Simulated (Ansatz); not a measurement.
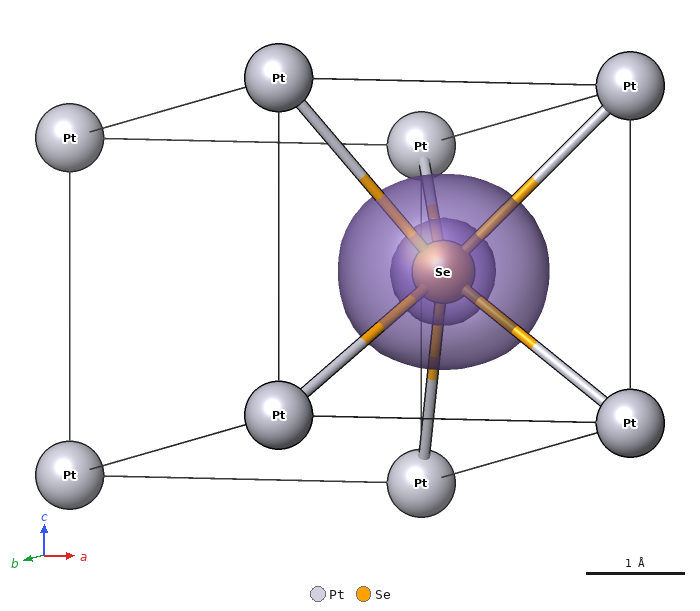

*PtSe. Isosurface of the electron localisation function at 0.65 (purple), seen at an oblique angle. Only the valence region is drawn (cores and ρ < 0.01 e/Å³ removed). Sticks mark near contacts.*

Space group P-6m2; a generated structure, not necessarily the stable one; built by placing these elements on a known structure type; computed pressure about −7 GPa in this cell.

Computed with Kohn-Sham DFT of a periodic cell, PBE, Ansatz PAW (Ansatz).

Q: Describe the localisation domains.

A: At this value the surface marks out one region wrapped around Se (its valence shell), counted in one cell of 2 atoms. Any copies at cell faces, edges or corners count once. Profiles from the grid: Pt–Se (2.74 Å): the ELF is about 0.35 at the midpoint.

Q: Does the calculation make it a metal, or give it a gap?

A: It is gapless in this calculation (a metal or semimetal); semilocal functionals without U, or without the true magnetic order, often close the gap of such compounds.
